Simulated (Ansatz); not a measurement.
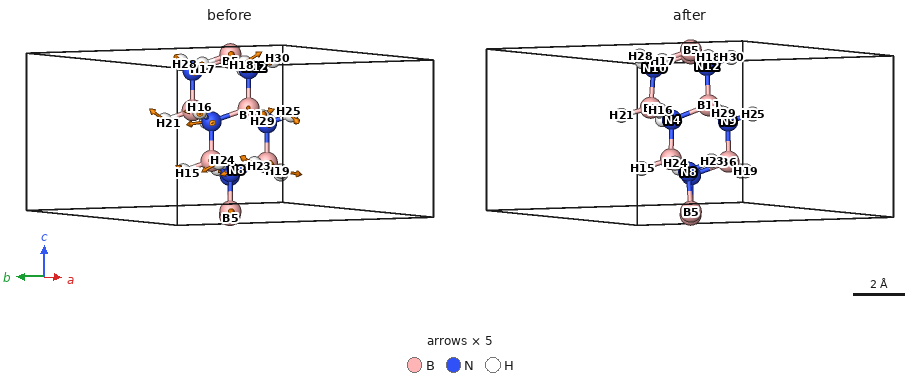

The structure of a wire of composition BH₃N before (left) and after (right) a relaxation, at one scale. The orange arrows give the displacements (the part carried along by the change of the cell is left out), magnified 5 times.

Style: ball-and-stick. Shown: the cell of the calculation, with the vacuum cut short, from a free direction.

Case: wire along [1 1 1], 12 atoms a period, capped with H.

Theory: DFT PBE, scalar-relativistic, plane waves, PAW in Ansatz. Set-up: plane-wave cutoff 420 eV; k-point mesh 1 × 1 × 6; occupations gaussian; smearing width 0.05 eV; no spin polarisation; cell relaxed at fixed a, b, alpha, beta, gamma; force threshold 0.02 eV/Å; at most 45 steps.

What changed between the two?

Answer. Over 6 accepted moves (8 points after the start) the energy falls by 0.577 eV per cell of the calculation. Largest force component: 1.1 eV/Å at the start, 0.01 eV/Å at the end. The SCF was repeated twice at an unchanged geometry on a basis and grid sized afresh for the cell, which shifted the energy by 23.5 meV per cell of the calculation at most. The largest moves relative to the layer's centre, 0.20 Å, are those of H atoms. Largest moves by element: H 0.20 Å, N 0.09 Å, B 0.08 Å. Along the periodic axis the drawn cell goes c 6.278 → 6.443 Å (+2.6 %). Among the contacts that change: B–N 1.570 → 1.603 Å, B–H 1.190 → 1.220 Å, B–N 1.570 → 1.581 Å, H–N 1.020 → 1.027 Å. Bond angles that change, for instance: B–N–B 109.5° → 115.4°, B–N–B 109.5° → 114.3°, H–N–H 109.5° → 105.2°. The run took 2.5 min on 4 threads of Arm Neoverse V1, on a shared host, peak memory 1.7 GiB.
